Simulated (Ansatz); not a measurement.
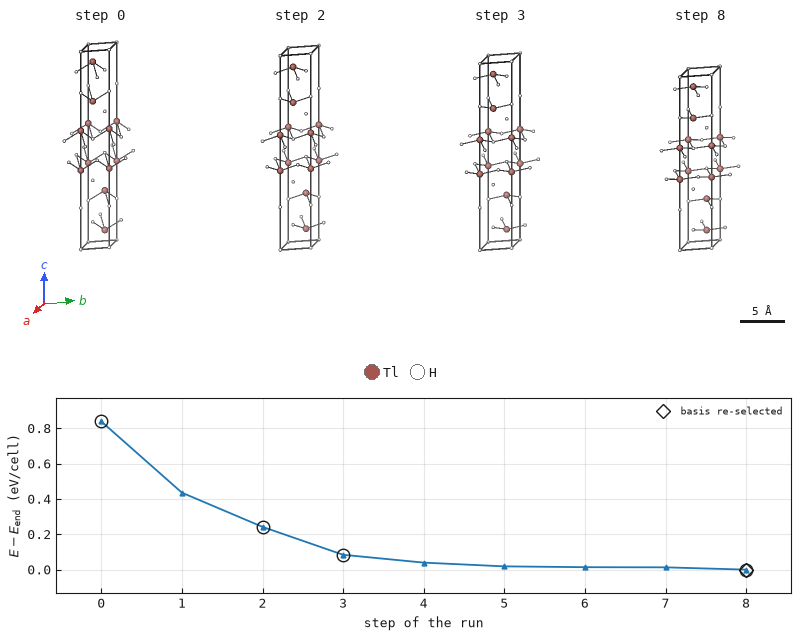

Frames of a relaxation of crystalline Tl2H3 (built on the tetradymite_166 type) (coarse preliminary run), marked on the history of the run. A ball-and-stick model of the conventional cell (3 times the calculation's cell), seen slightly off an axis. Lengths and directions refer to the drawn axes.

Case: tetradymite type (R-3m, No. 166).

These are results of DFT PBE, scalar-relativistic, plane waves, PAW in Ansatz 0.2.0, not measurements. (plane-wave cutoff 420 eV; k-point mesh 6 × 6 × 6; occupations gaussian; smearing width 0.1 eV; no spin polarisation; cell and atoms relaxed; force threshold 0.04 eV/Å; at most 70 steps)

What happens along the run?

The energy falls by 0.839 eV per cell of the calculation in 7 accepted moves (8 points after the start). Largest force component: 1 eV/Å at the start, 0.016 eV/Å at the end. Pressure: 3.91 GPa at the start and 0.14 GPa at the end. The SCF was repeated once at an unchanged geometry on a basis and grid sized afresh for the cell, which shifted the energy by 12.9 meV per cell of the calculation at most. The largest moves relative to the cell, 0.52 Å, are those of H atoms. By element the largest moves are H 0.52 Å, Tl 0.19 Å. The volume changes by +9.3 %, with a = b 3.379 → 3.773 Å (+11.7 %), c 23.499 → 20.600 Å (−12.3 %). Among the contacts that change: H–Tl 2.369 → 2.227 Å. The space group stays R-3m (No. 166). From step 0 to 2: H atoms move most (0.26 Å), volume +13.6 %, energy −0.597 eV per cell of the calculation. From step 2 to 3: H atoms move most (0.18 Å), volume +3.2 %, energy −0.158 eV per cell of the calculation. From step 3 to 8: H atoms move most (0.12 Å), volume −6.7 %, energy −84.0 meV per cell of the calculation.

```
step  E − E(0), meV/atom  largest force component, eV/Å  pressure, GPa  volume, Å³/atom                      note
   0                0.00                         1.0239           3.91           15.495                          
   1              -80.65                         0.2453           1.71           16.481                          
   2             -119.36                         0.2383           0.21           17.594                          
   3             -150.97                         0.2204          -0.88           18.150                          
   4             -159.84                         0.0170          -1.45           18.050                          
   5             -164.08                         0.0197          -0.52           17.531                          
   6             -165.01                         0.0220           0.03           17.089                          
   7             -165.19                         0.0179           0.02           16.933                          
   8             -167.77                         0.0156           0.14           16.933  same geometry, new basis
```
